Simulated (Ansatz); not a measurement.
# TaN/GaN/TaN under bias, part 4 of 4

What current flows through TaN/GaN/TaN, and is the curve linear and symmetric? Both electrodes are TaN rock salt(111); the barrier is GaN zinc blende(111) (whole bilayers). In the first transport cell, after relaxation, the nearest pair of electrode and barrier is Ta–N at 2.06 Å, along the normal, at the lower face and Ta–Ga at 3.04 Å, at a slant, at the upper one. All share a net of side 3.171 Å, which strains the lower electrode by +1.5 % and the barrier by -1.4 %, against typed lattice constants near PBE's. The first steps treat the bulk electrodes alone.

Ansatz 0.2.0; PBE DFT, plane waves, PAW files (the session's first sound run).

So far. Step 3 (Relaxation): The largest force component on a free atom ends at 0.038 eV/Å. The work functions of the outer faces are 5.63 and 5.74 eV. Step 4 (The voltage sweep): All 5 points reached self-consistency. On every other mesh point the currents change by up to 30 %. The leads' potential repeats within 34 meV.

## 5. The open system: T(E)

This step: PBE DFT, plane waves, PAW files; ballistic transmission by layer matching between semi-infinite leads (Ansatz 0.2.0).

System of this step: TaN/GaN/TaN. The cell holds 38 atoms: 16 Ta, 18 N and 4 Ga. Cell: a = 3.171 Å, b = 3.171 Å, c = 62.250 Å, α = 90.0°, β = 90.0°, γ = 120.0°. Regions: left electrode, 15 atoms (8 Ta and 7 N); barrier, 8 atoms (4 N and 4 Ga); right electrode, 15 atoms (8 Ta and 7 N). Vacuum lies along c.

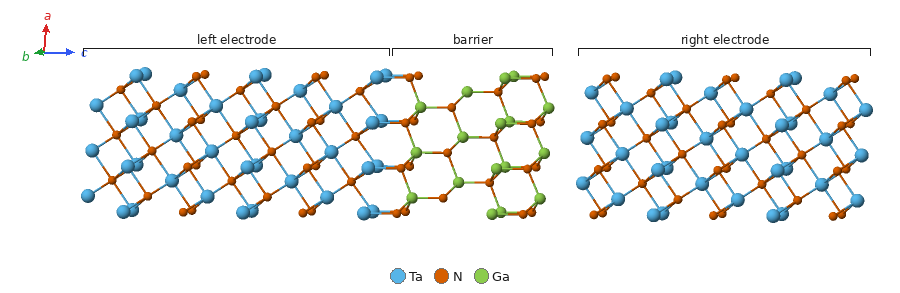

The cell of this step (tantalum blue, nitrogen orange, gallium green). 3×1×1 cells are drawn. Some periodic images of atoms are drawn too.

The relaxed core is set between ideal electrode layers (this cell holds 8 atomic planes between the electrodes; where that differs from the relaxed slab, whole periods were copied in or cut out without a new relaxation), which the solver continues as semi-infinite leads. A wide energy window on a coarse mesh (12×12) shows where the Fermi level lies against the barrier's bands; the projected density of states shows how far the metals' states reach in.

Contents of input.yaml:

```yaml
crystal:
  lattice:
    - [3.171, 0.0, 0.0]
    - [-1.5855, 2.7461665554, 0.0]
    - [0.0, 0.0, 62.2502464761]
  atoms:
    - { symbol: Ta, position: [0.33333333, 0.66666667, 0.112449354] }
    - { symbol: "N", position: [0.66666667, 0.33333333, 0.1325302069] }
    - { symbol: Ta, position: [0.0, 0.0, 0.1526110599] }
    - { symbol: "N", position: [0.33333333, 0.66666667, 0.1726919128] }
    - { symbol: Ta, position: [0.66666667, 0.33333333, 0.1927727658] }
    - { symbol: "N", position: [0.0, 0.0, 0.2128536187] }
    - { symbol: Ta, position: [0.33333333, 0.66666667, 0.2329344717] }
    - { symbol: "N", position: [0.66666667, 0.33333333, 0.2530153246] }
    - { symbol: Ta, position: [0.0, 0.0, 0.2730961776] }
    - { symbol: "N", position: [0.33333333, 0.66666667, 0.2931770305] }
    - { symbol: Ta, position: [0.66666667, 0.33333333, 0.3132578835] }
    - { symbol: "N", position: [0.0, 0.0, 0.3333387365] }
    - { symbol: Ta, position: [0.33333333, 0.66666667, 0.3534195894] }
    - { symbol: "N", position: [0.66666667, 0.33333333, 0.3735004424] }
    - { symbol: Ta, position: [0.0, 0.0, 0.3948772237] }
    - { symbol: "N", position: [0.0, 0.0, 0.4279586573] }
    - { symbol: Ga, position: [0.33333333, 0.66666667, 0.4389696151] }
    - { symbol: "N", position: [0.33333333, 0.66666667, 0.4702794133] }
    - { symbol: Ga, position: [0.66666667, 0.33333333, 0.4815058241] }
    - { symbol: "N", position: [0.66666667, 0.33333333, 0.5127633172] }
    - { symbol: Ga, position: [0.0, 0.0, 0.523989728] }
    - { symbol: "N", position: [0.0, 0.0, 0.5552472212] }
    - { symbol: Ga, position: [0.33333333, 0.66666667, 0.5678836618] }
    - { symbol: Ta, position: [0.66666667, 0.33333333, 0.6067826885] }
    - { symbol: "N", position: [0.0, 0.0, 0.6264995576] }
    - { symbol: Ta, position: [0.33333333, 0.66666667, 0.6465804106] }
    - { symbol: "N", position: [0.66666667, 0.33333333, 0.6666612635] }
    - { symbol: Ta, position: [0.0, 0.0, 0.6867421165] }
    - { symbol: "N", position: [0.33333333, 0.66666667, 0.7068229695] }
    - { symbol: Ta, position: [0.66666667, 0.33333333, 0.7269038224] }
    - { symbol: "N", position: [0.0, 0.0, 0.7469846754] }
    - { symbol: Ta, position: [0.33333333, 0.66666667, 0.7670655283] }
    - { symbol: "N", position: [0.66666667, 0.33333333, 0.7871463813] }
    - { symbol: Ta, position: [0.0, 0.0, 0.8072272342] }
    - { symbol: "N", position: [0.33333333, 0.66666667, 0.8273080872] }
    - { symbol: Ta, position: [0.66666667, 0.33333333, 0.8473889401] }
    - { symbol: "N", position: [0.0, 0.0, 0.8674697931] }
    - { symbol: Ta, position: [0.33333333, 0.66666667, 0.887550646] }
kpoints:
  mp_grid: { grid: [12, 12, 1] }
scf:
  occupations: { method: fermi_dirac, width: 0.1 }
  max_iter: 150
hamiltonian:
  xc: pbe
output:
  transmission:
    kmesh: [12, 12]
    e_range: [-2, 3]
    de: 0.1
    leads: [[6, 8], [30, 32]]
  dos: { projected: true, e_range: [-6, 5], de: 0.05 }
  write_potential: true
  write_density: true
  volumetric_format: npy
```

The run is started by

```
> ansatz run input.yaml --threads 4 --pin off --max-ram 16384MiB --backend cpu --events-out ev --progress --plain --runs-dir out
```

Numbers of over 12 decimals in the logs are rounded to 6 here.

The log of the run:

```text
[...]
Crystal: 38 atoms, lattice volume = 542.081 Å³
Basis set: ecut = 420 eV, 10565 PW (Γ)
Bands: 213, of which v1, the nominal top of the filled ones, is band 175 counted from 1 (174 counted from 0)
Symmetry: 6 space group operations
[...]
k-points: 19 of 144 (time reversal used)
[...]
SCF iter   1: F=—  HF=-180983.681679 eV  |F-HF|=—  |Δ(HF+E_count)|=         —  Δρ=1.15e-2  dr2=7.85e1  ethr=1.77e-3  ⟨swp⟩=7.5  Hψ=18746  notcnv=0  defer=4
[...]
SCF iter  10: F=-180983.192880 eV  HF=-180983.192880 eV  |F-HF|=1.33e-8  |Δ(HF+E_count)|=   7.45e-9  Δρ=8.15e-7  dr2=1.61e-8  ethr=2.86e-11  ⟨swp⟩=13.6  Hψ=12848  notcnv=0
SCF 1 converged in 10 iterations: F = -180983.192880 eV  dr2 = 1.61e-8
[...]
transmission: 100 of 988 steps passed
transmission: 200 of 988 steps passed
[...]
transmission: 988 of 988 steps passed
[...]
SCF converged after 10 iterations
Free energy (F): -180983.192880 eV
[...]
Internal energy: -180982.679309 eV  (E = F + TS)
E sigma→0 (E₀):  -180982.936094 eV
Entropy (-TS):   -0.513572 eV (-13.515 meV/atom)
Fermi energy:    14.068638 eV
[...]
--- Band table (eV; the first three rows and the last of 19) ---
  k-point 0: bands = [... 171 lower, 12.8957, 12.9061, 12.9605, 12.9605, 13.0482, 13.0482, 13.0856, 13.2339, ... 34 higher]
  k-point 1: bands = [... 171 lower, 12.9631, 12.9993, 13.0679, 13.1000, 13.1415, 13.1600, 13.3668, 13.4027, ... 34 higher]
  k-point 2: bands = [... 171 lower, 13.1436, 13.2421, 13.2894, 13.3778, 13.6026, 13.6259, 13.6752, 13.6941, ... 34 higher]
  k-point 18: bands = [... 171 lower, 13.7050, 13.7415, 13.7763, 14.0145, 14.0916, 14.1691, 14.3278, 14.4023, ... 34 higher]
--- Transmission ---
  basis      : 85 plane waves across, 52 finite elements along
  points     : 19, standing for a mesh of 12 x 12
  energies   : 51 from -2.000000 to 3.000000 eV about the Fermi level, 0.100000 eV apart; the leads are filled to 0.000000 eV, and channels, transmission and decay are at 0.000000 eV
  crystal 0  : Ta1N1, at the sites [6, 8], period 2.5001 Å, over 17.50 Å; its Hamiltonian steps by up to 42.1 meV: too much for a lead, lay more layers or, if its atoms are ordered, name the step of that order
    offset         : up to 0.0000 Å between an atom of the period and one for which it stands
    channels       : 1.833333e0 a spin
    conductance    : none, the energies end too early or step too widely for 300 K: set another output.transmission.e_range or a lower de, or, where they end at an eighth of basis.ecutwfc, a higher one
  crystal 1  : N1Ta1, at the sites [30, 32], period 2.5001 Å, over 17.50 Å; its Hamiltonian steps by up to 43.8 meV: too much for a lead, lay more layers or, if its atoms are ordered, name the step of that order
[...]
channels       : 1.833333e0 a spin
[...]
junction   : crystal 0 to crystal 1, 16.89 to 45.36 Å
    transmission   : 1.142455e-2 a spin
[...]
```

The job ended after 3.5 min (4 threads of Arm Neoverse V1, shared host; peak memory 3.9 GiB; 14 min of CPU time).

Numbers from this step:

* free energy: -180983.1929 eV
* Fermi energy: 14.07 eV
* level to which the leads are filled: 0 eV from the Fermi level
* transmission at the Fermi level (a spin, zone mean): 0.01142
* channels of the lower lead: 1.833
* channels of the upper lead: 1.833
* potential step in the lower lead: 42.1 meV
* potential step in the upper lead: 43.8 meV

One spin. Table of transmission, zone mean by energy, zero at the Fermi level:

```tsv
energy (eV)	transmission, zone mean
-2.00	0.0611
-1.80	0.112
-1.60	0.0738
-1.20	0.00804
-0.80	0.00188
-0.50	0.00228
-0.10	0.00416
0.00	0.0114
0.20	0.0995
0.30	0.0109
0.70	0.00214
1.10	0.00618
1.50	0.0426
1.80	0.0281
2.20	0.0166
2.50	0.0283
2.60	0.0172
3.00	0.106
```

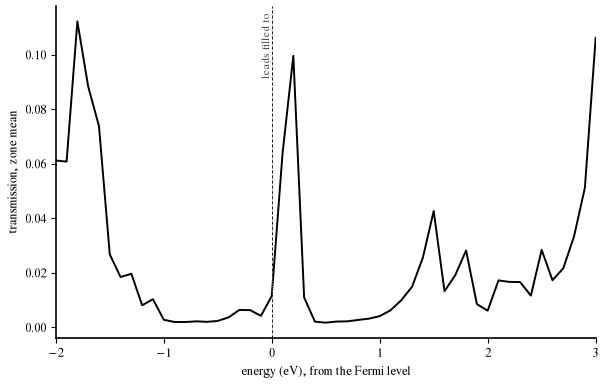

Transmission, zone mean, plotted against energy.

One spin. Table of open channels, zone mean by energy, zero at the Fermi level:

```tsv
energy (eV)	lower lead	upper lead
-2.000	1.12	1.12
-1.500	1.33	1.33
-1.000	1.5	1.5
-0.500	1.71	1.71
0.000	1.83	1.83
0.500	1.81	1.81
1.000	2.51	2.51
1.500	3.12	3.12
2.000	3.60	3.60
2.500	2.71	2.71
3.000	2.58	2.58
```

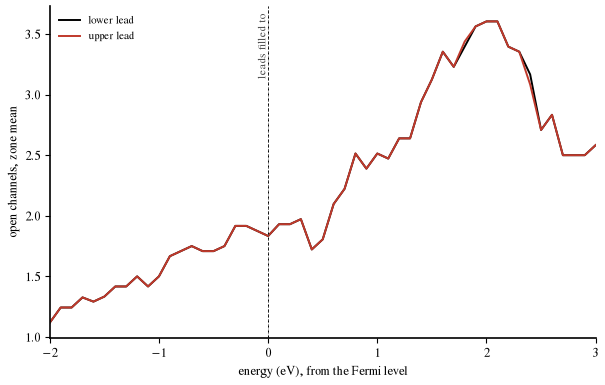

Open channels, zone mean, plotted against energy.

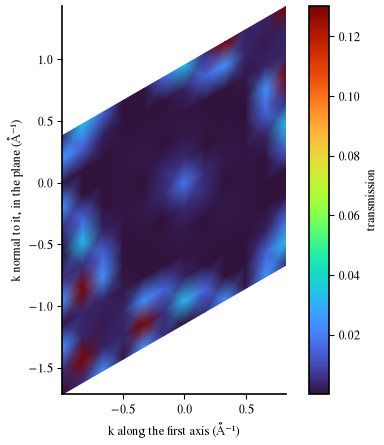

Transmission over k1 and k2. At 0.0000 eV from the Fermi level.

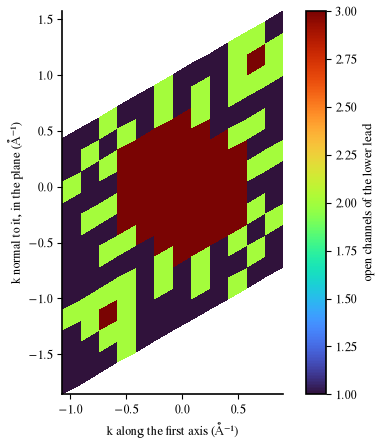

Open channels of the lower lead over k1 and k2. At 0.0000 eV from the Fermi level.

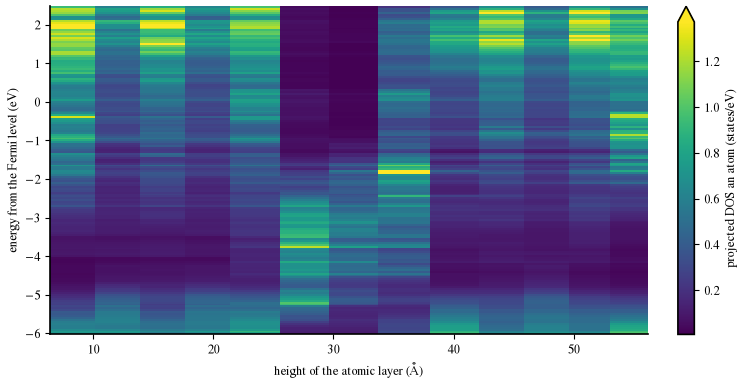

Projected DOS an atom over height of the atomic layer and energy from the Fermi level. Layers: Ta N Ta N Ta N Ta N Ta N Ta N Ta N Ta N Ga N Ga N Ga N Ga Ta N Ta N Ta N Ta N Ta N Ta N Ta N Ta; projections on atoms miss part of the total, and the computed bands can run out at the top of the range; a column is the mean of 3 neighbouring layers, the last of those left over.

At the Fermi level the transmission is 0.011, as a zone mean for one spin on this coarse mesh. At the Fermi level the layers of this cell's barrier hold from 0.016 to 0.16 states an eV and atom. In the worse lead the potential repeats within 44 meV, which the program flags as too much for a lead, so G carries that doubt.

## 6. The same cell, other settings

This step: PBE DFT, plane waves, PAW files; current against voltage, self-consistent between two reservoirs; changed: output.current_voltage.leads = [[33, 35], [7, 9]] (Ansatz 0.2.0).

System of this step: TaN/GaN/TaN. The cell holds 42 atoms: 18 Ta, 20 N and 4 Ga. Its edges and angles: a = 3.171 Å, b = 3.171 Å, c = 67.250 Å, α = 90.0°, β = 90.0°, γ = 120.0°. Regions: left electrode, 17 atoms (9 Ta and 8 N); barrier, 8 atoms (4 N and 4 Ga); right electrode, 17 atoms (9 Ta and 8 N). Vacuum lies along c.

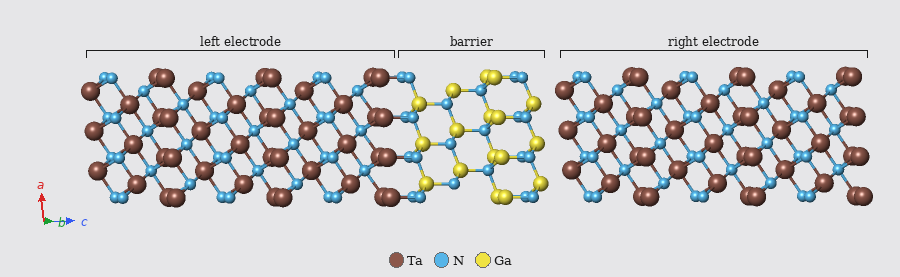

The cell of this step (tantalum brown, nitrogen blue, gallium yellow). Bonds to atoms that aren't drawn are left out. 3×1×1 cells are drawn. Some periodic images of atoms are drawn too.

The setting was drawn as a possible misstep, on purpose. Where the input is shown as a difference, that is against the step before, not the twin.

Contents of input.yaml:

```yaml
crystal:
  lattice:
    - [3.171, 0.0, 0.0]
    - [-1.5855, 2.7461665554, 0.0]
    - [0.0, 0.0, 67.2503986594]
  atoms:
    - { symbol: Ta, position: [0.66666667, 0.33333333, 0.1040886023] }
    - { symbol: "N", position: [0.0, 0.0, 0.1226764184] }
    - { symbol: Ta, position: [0.33333333, 0.66666667, 0.1412642346] }
    - { symbol: "N", position: [0.66666667, 0.33333333, 0.1598520507] }
    - { symbol: Ta, position: [0.0, 0.0, 0.1784398669] }
    - { symbol: "N", position: [0.33333333, 0.66666667, 0.197027683] }
    - { symbol: Ta, position: [0.66666667, 0.33333333, 0.2156154991] }
    - { symbol: "N", position: [0.0, 0.0, 0.2342033153] }
    - { symbol: Ta, position: [0.33333333, 0.66666667, 0.2527911314] }
    - { symbol: "N", position: [0.66666667, 0.33333333, 0.2713789476] }
    - { symbol: Ta, position: [0.0, 0.0, 0.2899667637] }
    - { symbol: "N", position: [0.33333333, 0.66666667, 0.3085545799] }
    - { symbol: Ta, position: [0.66666667, 0.33333333, 0.327142396] }
    - { symbol: "N", position: [0.0, 0.0, 0.3457302122] }
    - { symbol: Ta, position: [0.33333333, 0.66666667, 0.3643180283] }
    - { symbol: "N", position: [0.66666667, 0.33333333, 0.3829058444] }
    - { symbol: Ta, position: [0.0, 0.0, 0.402693235] }
    - { symbol: "N", position: [0.0, 0.0, 0.4333150222] }
    - { symbol: Ga, position: [0.33333333, 0.66666667, 0.4435073014] }
    - { symbol: "N", position: [0.33333333, 0.66666667, 0.4724891765] }
    - { symbol: Ga, position: [0.66666667, 0.33333333, 0.4828808894] }
    - { symbol: "N", position: [0.66666667, 0.33333333, 0.5118143484] }
    - { symbol: Ga, position: [0.0, 0.0, 0.5222060614] }
    - { symbol: "N", position: [0.0, 0.0, 0.5511395204] }
    - { symbol: Ga, position: [0.33333333, 0.66666667, 0.5628364257] }
    - { symbol: Ta, position: [0.66666667, 0.33333333, 0.5988432606] }
    - { symbol: "N", position: [0.0, 0.0, 0.6170941556] }
    - { symbol: Ta, position: [0.33333333, 0.66666667, 0.6356819717] }
    - { symbol: "N", position: [0.66666667, 0.33333333, 0.6542697878] }
    - { symbol: Ta, position: [0.0, 0.0, 0.672857604] }
    - { symbol: "N", position: [0.33333333, 0.66666667, 0.6914454201] }
    - { symbol: Ta, position: [0.66666667, 0.33333333, 0.7100332363] }
    - { symbol: "N", position: [0.0, 0.0, 0.7286210524] }
    - { symbol: Ta, position: [0.33333333, 0.66666667, 0.7472088686] }
    - { symbol: "N", position: [0.66666667, 0.33333333, 0.7657966847] }
    - { symbol: Ta, position: [0.0, 0.0, 0.7843845009] }
    - { symbol: "N", position: [0.33333333, 0.66666667, 0.802972317] }
    - { symbol: Ta, position: [0.66666667, 0.33333333, 0.8215601331] }
    - { symbol: "N", position: [0.0, 0.0, 0.8401479493] }
    - { symbol: Ta, position: [0.33333333, 0.66666667, 0.8587357654] }
    - { symbol: "N", position: [0.66666667, 0.33333333, 0.8773235816] }
    - { symbol: Ta, position: [0.0, 0.0, 0.8959113977] }
kpoints:
  mp_grid: { grid: [12, 12, 1] }
scf:
  occupations: { method: fermi_dirac, width: 0.1 }
  max_iter: 150
hamiltonian:
  xc: pbe
output:
  current_voltage:
    bias: [0.3, 1.0, -0.3, -1.0]
    kmesh: [18, 18]
    leads: [[33, 35], [7, 9]]
    electrode_ends: [16, 25]
  write_potential: true
  write_density: true
  volumetric_format: npy
```

The log of the run:

```text
Error: inconsistent input (output.current_voltage, crystal): the cell leaves 2.421 Å of vacuum along the normal of its first two vectors, and 10 Å are needed to part the ends of the two leads (14 Å serve well). It is the widest gap over the second lead that is listed
```

The job ended after 0.06 s (4 threads; peak memory 0.082 GiB).

The program refused the input before any cycle.

The program's message: “Error: inconsistent input (output.current_voltage, crystal): the cell leaves 2.421 Å of vacuum along the normal of its first two vectors, and 10 Å are needed to part the ends of the two leads (14 Å se …”

The change that led to it: output.current_voltage.leads = [[33, 35], [7, 9]].

## 7. Summary of results

- conductance at zero bias: 3.0e13 S/m²
- current density at -1 V: -1.8e12 A/m²
- current density at -0.3 V: -2.0e12 A/m²
- current density at +0.3 V: 3.3e12 A/m²
- current density at +1 V: 2.8e12 A/m²

**Reading.** At 1 V the junction carries 2.8e12 A/m². Against the linear law (zero-bias conductance times bias) the currents are 0.060 (-1 V), 0.22 (-0.3 V), 0.36 (+0.3 V) and 0.092 (+1 V) times as large. At the Fermi level the layers of the barrier in the wide-window run (8 planes) hold from 0.016 to 0.16 states an eV and atom. The forward current is 1.6 times the reverse one at ±0.3 V and 1.5 times the reverse one at ±1 V. Between -1 and -0.3 V, and between +0.3 and +1 V the size of the current falls as the size of the bias grows: a negative differential resistance, if the mesh is fine enough to trust it. On every other mesh point the current differs by up to 30 %, and the leads' misfit reaches 34 meV; ratios near 1 within such errors aren't resolved. Between 99 and 99 % of the bias drops across the junction. No spin-orbit coupling, phonons, disorder or image charges enter; the interfaces are ordered, one cell wide and lattice-matched by strain. Semilocal gaps are too small, which can bring a band edge of the barrier nearer to the Fermi level than it is.

[Logs are printed without paths, hosts, clocks, repeated set-up lines and the standing remarks that a program may print on its own settings, such as how far it seeks lower states.]

[Hosts, paths, dates, database ids (printed as entryN), source tags and the programs' standing remarks are cut or masked in the printed files.]
